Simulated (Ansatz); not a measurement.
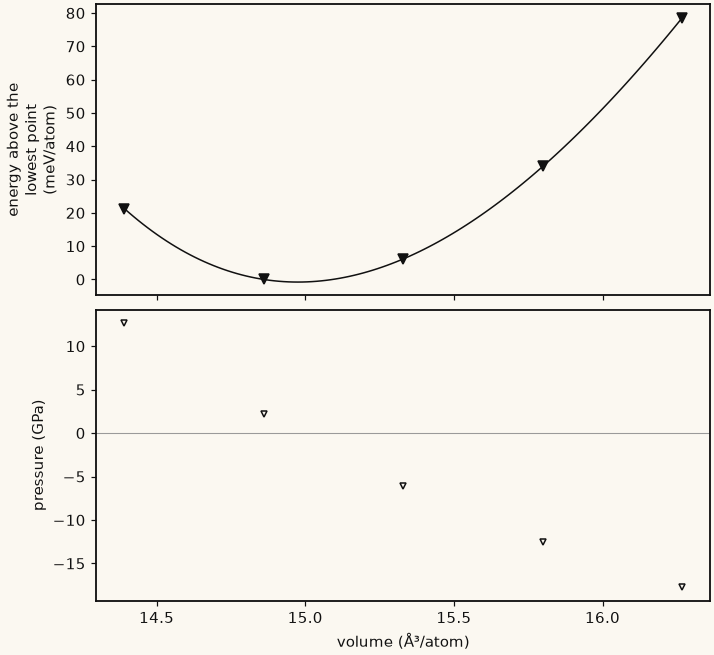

The picture above shows the energy above the lowest point and pressure against volume for Pt, space group Fm-3m (No. 225) (one of a set of cubic test structures, which need not be the stable phase).

Calculation (Ansatz 0.2.0 development build): equation of state of a cubic crystal from periodic Kohn-Sham density functional theory without spin, third-order Birch-Murnaghan fit to the free energies; pressure corrected for the finite basis. Level: HSE06.

- structure type: fcc
- atoms in cell: 1
- space group number: 225
- lattice centring: face-centred primitive
- k mesh: 6×6×6
- occupation method: Fermi–Dirac
- occupation width: 0.1 eV
- wave cutoff: 570 eV
- datasets: hand-made PAW
- density tolerance: 0 eV
- bands: 13
- density cutoff ratio: 4
- search for lower states: default
- exchange singularity: regularized

Give the fitted equation-of-state parameters.

Answer. A third-order Birch–Murnaghan fit gives V0 = 14.98 Å³/atom, B0 = 281 GPa.

Read off the course of the pressure.

Answer. It falls from 12.7 GPa at volume 14.39 Å³/atom to −17.8 GPa at 16.27 Å³/atom, and changes sign near 14.99 Å³/atom.

Note: coarse k-mesh, values are not converged in k.
